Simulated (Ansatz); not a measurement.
## Geometry relaxation, with input and output: TiAl (part 2 of 2)

Continued. System: TiAl (slab, 6 atoms in the cell). Method: DFT PBE, scalar-relativistic, plane waves, PAW, no spin polarisation (Ansatz 0.2.0); cutoff 420 eV, 10×6×1 k-mesh, Gaussian smearing of 0.1 eV. The structure derives from an entry of the Crystallography Open Database. The input holds or restrains some coordinates. Forces given for the steps count only the free coordinates.

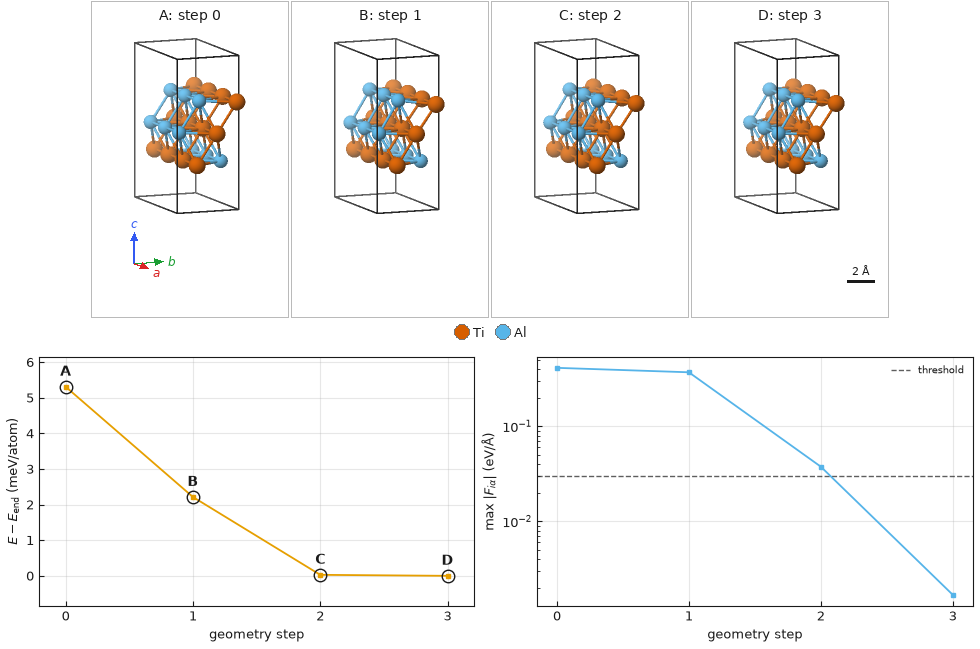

**Figure 1.** Frames of the restrained relaxation (ball-and-stick view of the 3 × 1 repeat of the cell, with the vacuum cut short, seen slightly off an axis) above the curves, on which the letters mark them (the first geometry is step 0 here and step 1 in the log).

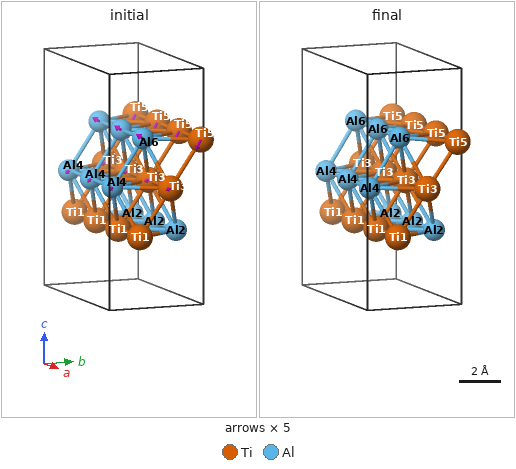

**Figure 2.** Before (left) and after (right) the restrained relaxation, at one scale (ball-and-stick view of the 3 × 1 repeat of the cell, with the vacuum cut short, seen slightly off an axis). The pink arrows give the displacements, magnified 5 times. The energy falls by 5.3 meV per atom in 3 geometry steps. The largest force component goes from 0.41 to 0.0017 eV/Å. Ti5 moves most: 0.13 Å. By element the largest moves are Ti 0.13 Å, Al 0.09 Å. The cell doesn't change. Among the contacts that change: Ti3–Ti5 2.822 → 2.738 Å, Ti3–Al6 2.853 → 2.910 Å, Al4–Ti5 2.853 → 2.799 Å, Al2–Al4 2.822 → 2.771 Å. (Atoms are counted from 1 in the order of the input.)

```
SCF converged after 6 iterations
Free energy (F): -9110.971581 eV
Harris-Foulkes:  -9110.971581 eV  (|F-HF|=2.06e-8)
Internal energy: -9110.935479 eV  (E = F + TS)
E sigma→0 (E₀):  -9110.953530 eV
Entropy (-TS):   -0.036102 eV (-6.017 meV/atom)
Fermi energy:    1.562178 eV
Dipole field:    D = -0.005330 V/Å  (p = -0.007683 e·Å, saw-weighted, corrected)
Work function:   Φ+ = 4.2817 eV   Φ− = 4.1823 eV
Levels:          The Fermi level and band energies are counted from a zero that moves with the ramp; work functions are not
--- Per-component energies (eV) ---
  E_band       = -915.822243
  E_kinetic    = 882.309965
  E_local      = -20163.140454  (includes V_loc(G=0)·N_el)
  E_nonlocal   = 58.872215
  E_hartree    = 9640.277475
  E_xc         = -408.651048
  E_vxc        = -448.630657  (∫ρ·V_xc dr)
  E_paw        = -4546.491240  (= ΣΔE_a)
  E_vpaw       = -525.772252  (= ΣTr[D̂ρ^β])
  E_aug_tail   = 0.000373  (compensation charges beyond the density's cutoff)
  E_efield     = 0.000020  (sawtooth field / dipole correction)
  E_vefield    = -0.007761  (∫n·V_field dr)
  E_ewald      = 5425.887214
  E_smearing   = -0.036102  (= −TS)
  E_closure    = 0.000000  (closes the sum)
  Σ components = -9110.971581   (vs F -9110.971581, Δ=0.00e0)
--- Forces (eV/Å), atoms counted from 1 ---
  atom   1  Ti     0.00000000    -0.00496892     0.30364244
  atom   2  Al    -0.00000000     0.00427261    -0.30265529
  atom   3  Ti    -0.00000000    -0.00079332     0.00148546
  atom   4  Al     0.00000000     0.00080755    -0.00053777
  atom   5  Ti    -0.00000000     0.00169086    -0.00158907
  atom   6  Al    -0.00000000    -0.00101545    -0.00029342
  max |Σ_I F_I| component: 5.24e-5 eV/Å
--- Band table (eV; the first three rows and the last of 24) ---
  k-point 0: bands = ["-55.3303", "-55.2573", "-54.9121", "-31.7730", "-31.6894", "-31.6146", "-31.5340", "-31.3196", "-31.2121", "-31.1630", "-31.0726", "-30.8889", "-6.8821", "-5.3538", "-3.7420", "-0.7692", "-0.6577", "-0.3149", "-0.1401", "0.7347", "0.9080", "1.2075", "1.3585", "1.5151", "1.7355", "2.7921", "3.0183", "3.4181", "3.4869"]
  k-point 1: bands = ["-55.3303", "-55.2573", "-54.9121", "-31.7732", "-31.6895", "-31.6152", "-31.5345", "-31.3195", "-31.2121", "-31.1630", "-31.0726", "-30.8889", "-6.7197", "-5.2318", "-3.7156", "-1.7251", "-1.0431", "0.0078", "0.1721", "0.7121", "0.8201", "1.0621", "1.2685", "1.6538", "1.8915", "2.6867", "3.0614", "3.4081", "3.5895"]
  k-point 2: bands = ["-55.3303", "-55.2573", "-54.9121", "-31.7737", "-31.6897", "-31.6164", "-31.5353", "-31.3193", "-31.2121", "-31.1630", "-31.0725", "-30.8889", "-6.2767", "-5.0305", "-3.7900", "-2.4405", "-1.7054", "-0.5132", "0.1995", "0.6838", "0.9281", "1.0565", "1.3128", "1.8705", "2.1879", "2.5857", "3.1618", "3.3878", "3.5005"]
  k-point 23: bands = ["-55.2740", "-55.2007", "-54.8546", "-31.7196", "-31.6684", "-31.6350", "-31.6207", "-31.5594", "-31.4798", "-31.3526", "-31.2619", "-31.0242", "-2.9355", "-1.8571", "-1.4472", "-1.3693", "-0.7578", "0.0728", "0.4912", "0.9770", "1.0401", "1.5237", "1.6990", "1.8782", "2.1164", "2.1874", "2.3424", "2.5342", "3.0775"]
--- Relaxed structure (4 steps of the walk, 4 accepted, 0 SCFs on fresh bases) ---
  F+E_penalty+E_count = -9110.97158110 eV   max|allowed force component| = 1.691e-3 eV/Å
  atoms:
    - { symbol: Ti, position: [0.0, 0.32395585210000005, 0.3755212791000001] }
    - { symbol: Al, position: [0.5, 0.8239558521, 0.3755212791000001] }
    - { symbol: Ti, position: [-5.770373982545645e-19, 0.6377058009458241, 0.49921313302282333] }
    - { symbol: Al, position: [0.5, 0.14021780701636066, 0.49809666954914283] }
    - { symbol: Ti, position: [-4.330348799569118e-18, 0.9595688062348521, 0.6185737163364406] }
    - { symbol: Al, position: [0.5, 0.4566105094528192, 0.6269765424233503] }
```

**Trajectory as extended XYZ (Å, eV, eV/Å), 4 frames, from step=1 to step=4**
```
6
Lattice="2.8221 0.0000 0.0000 0.0000 4.9582 0.0000 0.0000 0.0000 18.6408" Properties=species:S:1:pos:R:3:forces:R:3 step=1 energy=-9110.93973
Ti    0.0000    1.6063    7.0000    0.0000   0.0074   0.4131
Al    1.4110    4.0854    7.0000    0.0000   0.0718  -0.2412
Ti    0.0000    3.2125    9.3204    0.0000   0.0000   0.0000
Al    1.4110    0.7334    9.3204    0.0000   0.0000   0.0000
Ti    0.0000    4.8188   11.6408    0.0000  -0.0073  -0.4132
Al    1.4110    2.3396   11.6408    0.0000  -0.0718   0.2411
6
Lattice="2.8221 0.0000 0.0000 0.0000 4.9582 0.0000 0.0000 0.0000 18.6408" Properties=species:S:1:pos:R:3:forces:R:3 step=2 energy=-9110.95830
Ti    0.0000    1.6063    7.0000    0.0000   0.0244   0.2524
Al    1.4110    4.0854    7.0000    0.0000   0.0261  -0.3407
Ti    0.0000    3.1681    9.3004    0.0000  -0.0145  -0.1134
Al    1.4110    0.7165    9.2739    0.0000  -0.0666  -0.1206
Ti    0.0000    4.7592   11.4561    0.0000   0.0456   0.3710
Al    1.4110    2.2658   11.6880    0.0000  -0.0148  -0.0495
6
Lattice="2.8221 0.0000 0.0000 0.0000 4.9582 0.0000 0.0000 0.0000 18.6408" Properties=species:S:1:pos:R:3:forces:R:3 step=3 energy=-9110.97141
Ti    0.0000    1.6063    7.0000    0.0000  -0.0003   0.3065
Al    1.4110    4.0854    7.0000    0.0000   0.0077  -0.3021
Ti    0.0000    3.1645    9.3069    0.0000  -0.0148  -0.0243
Al    1.4110    0.6979    9.2855    0.0000  -0.0020  -0.0192
Ti    0.0000    4.7564   11.5241    0.0000   0.0098   0.0377
Al    1.4110    2.2628   11.6862    0.0000  -0.0004   0.0018
6
Lattice="2.8221 0.0000 0.0000 0.0000 4.9582 0.0000 0.0000 0.0000 18.6408" Properties=species:S:1:pos:R:3:forces:R:3 step=4 energy=-9110.97158
Ti    0.0000    1.6063    7.0000    0.0000  -0.0050   0.3036
Al    1.4110    4.0854    7.0000    0.0000   0.0043  -0.3027
Ti    0.0000    3.1619    9.3057    0.0000  -0.0008   0.0015
Al    1.4110    0.6952    9.2849    0.0000   0.0008  -0.0005
Ti    0.0000    4.7578   11.5307    0.0000   0.0017  -0.0016
Al    1.4110    2.2640   11.6873    0.0000  -0.0010  -0.0003
```

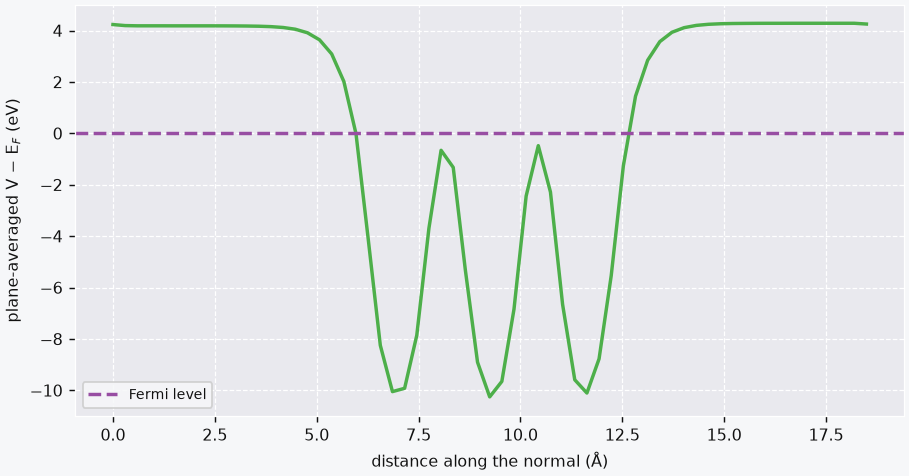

**Figure 3.** Plane average of the electrostatic potential energy of an electron across the cell, from the Fermi level. The vacuum level lies 4.28 eV above the Fermi level on the upper side and 4.18 eV on the lower.

This output came from the following input.

**Input file**
```yaml
crystal:
  lattice:
    - [2.8220914092, 0.0, 0.0]
    - [0.0, 4.9582470464, 0.0]
    - [0.0, 0.0, 18.6407545721]
  atoms:
    - { symbol: Ti, position: [0.0, 0.3239558521, 0.3755212791] }
    - { symbol: Al, position: [0.5, 0.8239558521, 0.3755212791] }
    - { symbol: Ti, position: [0.0, 0.6479117043, 0.5] }
    - { symbol: Al, position: [0.5, 0.1479117043, 0.5] }
    - { symbol: Ti, position: [0.0, 0.9718675564, 0.6244787209] }
    - { symbol: Al, position: [0.5, 0.4718675564, 0.6244787209] }
basis:
  ecutwfc: 420
kpoints:
  mp_grid: { grid: [10, 6, 1] }
hamiltonian:
  xc: pbe
scf:
  occupations: { method: gaussian, width: 0.1 }
output:
  forces: true
  eigenvalues: true
relax:
  adjacent_minimum: "off"
  f_tol: 0.03
  max_steps: 50
  constraints: [{ sites: [0, 1] }]
efield:
  axis: 3
  dipole_correction: true
  ramp_width: 0.04
```

Launched with:
```bash
ansatz run input.yaml --threads 4 --pin off --max-ram 12288MiB --backend cpu --events-out ev --progress --plain --runs-dir out
```

**Summary**

```json
{"quantity": "outcome", "value": "converged under the restraints of the input"}
{"quantity": "electrons treated", "value": "45"}
{"quantity": "free energy", "value": "−9110.9716 eV"}
{"quantity": "work function, top face", "value": "4.28 eV"}
{"quantity": "work function, bottom face", "value": "4.18 eV"}
{"quantity": "Fermi energy", "value": "1.562 eV"}
{"quantity": "gap on the k-point mesh", "value": "none (metallic)"}
{"quantity": "final volume", "value": "260.83 Å³"}
{"quantity": "work function (upper face)", "value": "4.28 eV"}
{"quantity": "largest force (length of the vector) at the end, held atoms and coordinates included", "value": "0.304 eV/Å"}
{"quantity": "hardware", "value": "4 threads of Arm Neoverse V1, 24 GiB of memory available, shared host"}
{"quantity": "wall time", "value": "19 s (CPU time 73 s)"}
{"quantity": "peak memory", "value": "0.6 GiB"}
```
